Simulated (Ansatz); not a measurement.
CsCl (slab)

The calculation's input:

```
crystal:
  lattice:
    - [4.0653526758, 0.0, 0.0]
    - [0.0, 9.0904049356, 0.0]
    - [0.0, 0.0, 24.9994454292]
  atoms:
    - { symbol: Cl, position: [0.5, 0.7, 0.300006655] }
    - { symbol: Cs, position: [0.0, 0.4, 0.3363690814] }
    - { symbol: Cl, position: [0.5, 0.1, 0.3727315077] }
    - { symbol: Cs, position: [0.0, 0.8, 0.4090939341] }
    - { symbol: Cl, position: [0.5, 0.5, 0.4454563605] }
    - { symbol: Cs, position: [0.0, 0.2, 0.4818187868] }
    - { symbol: Cl, position: [0.5, 0.9, 0.5181812132] }
    - { symbol: Cs, position: [0.0, 0.6, 0.5545436395] }
    - { symbol: Cl, position: [0.5, 0.3, 0.5909060659] }
    - { symbol: Cs, position: [0.0, 0.0, 0.6272684923] }
    - { symbol: Cl, position: [0.5, 0.7, 0.6636309186] }
    - { symbol: Cs, position: [0.0, 0.4, 0.699993345] }
basis:
  ecutwfc: 420
kpoints:
  mp_grid: { grid: [7, 3, 1] }
hamiltonian:
  xc: pbesol
scf:
  occupations: { method: gaussian, width: 0.05 }
output:
  forces: true
  stress: true
  eigenvalues: true
  write_density: true
  write_potential: true
  elf: true
  volumetric_format: npy
efield:
  axis: 3
  dipole_correction: true
  ramp_width: 0.04
```

Run with:

```sh
ansatz run input.yaml --threads 1 --pin off --max-ram 3072MiB --backend cpu --events-out ev --progress --plain --runs-dir out
```

Not relaxed (largest force 0.8 eV/Å).

These are results of Ansatz, DFT PBEsol, scalar-relativistic, plane waves, PAW, not measurements.

In a PAW calculation such maps are meaningful between the atoms, not at the nuclei.

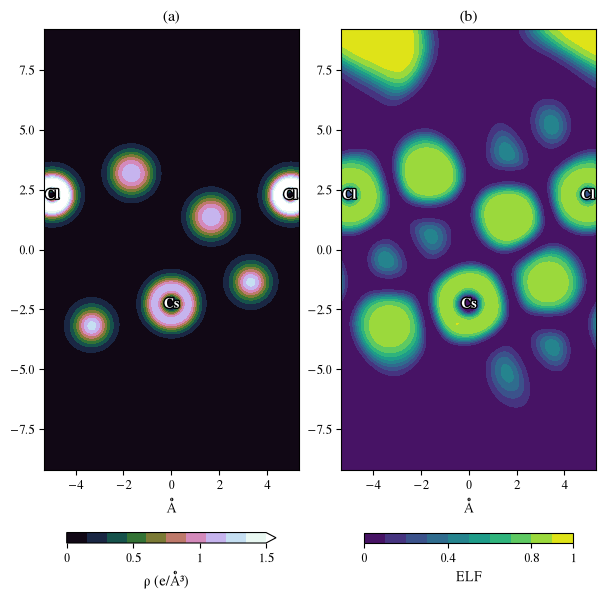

Figure 1. (a) valence electron density; (b) electron localisation function on the (110) plane of the calculation cell, a cut from vacuum to vacuum.

Question: Read the bonding off the picture.

Answer: The plane passes through Cs and Cl nuclei. Atoms just off the plane (Cl, 0.7 Å away and Cs, 0.7 Å away) can leave unmarked features too. The density dies away to nearly zero in the vacuum. The features right at Cs lie inside the PAW spheres, where the map follows smoothed inner orbitals and isn't to be read closely.

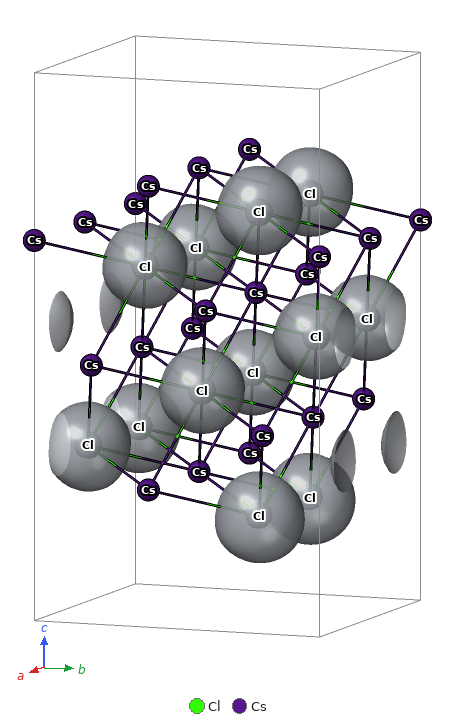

Figure 2. Isosurface of the ELF at 0.7 (grey), seen slightly off an axis. Only the valence region is drawn (cores and ρ < 0.01 e/Å³ removed). Sticks mark near contacts.

Question: Where are the electrons localised?

Answer: The ELF exceeds this value in six regions wrapped around Cl (the valence shell of each), counted in one cell of 12 atoms. Counts are for one cell; the picture repeats the cell along the surface. Profiles from the grid: Cs–Cl (3.52 Å): the ELF is about 0.05 at the midpoint: an ionic contact with no shared pair.
